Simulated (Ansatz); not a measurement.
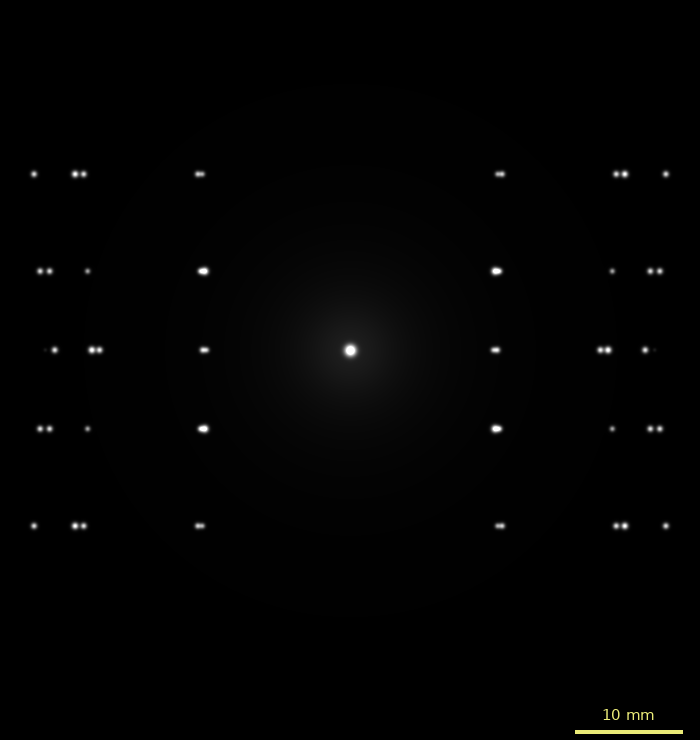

Simulated X-ray rotation photograph: Cu Kα radiation (λ = 1.5418 Å), cylindrical film of radius 28.65 mm unrolled, rotation axis vertical and normal to the beam, kinematic intensities without Lorentz or polarisation factors, the film spanning ±63° about the beam; spots down to d = 1.46 Å.

**What lattice repeat along the rotation axis do the layer lines give?**

The first layer line lies 7.4 mm from the equator, so tan ν = 0.259, sin ν = 0.250 and the period is λ/sin ν = 6.16 Å. Further lines follow at 16.6 mm.

The crystal is Ce, space group Cmcm (No. 63), a = 3.856 Å, b = 6.428 Å, c = 6.160 Å. Structure: the input geometry of an electronic-structure calculation (not necessarily at equilibrium); the starting structure was generated, so it need not be a known form of this composition.

**About which axis was it rotated?**

About [001], whose length in the conventional cell is 6.160 Å.
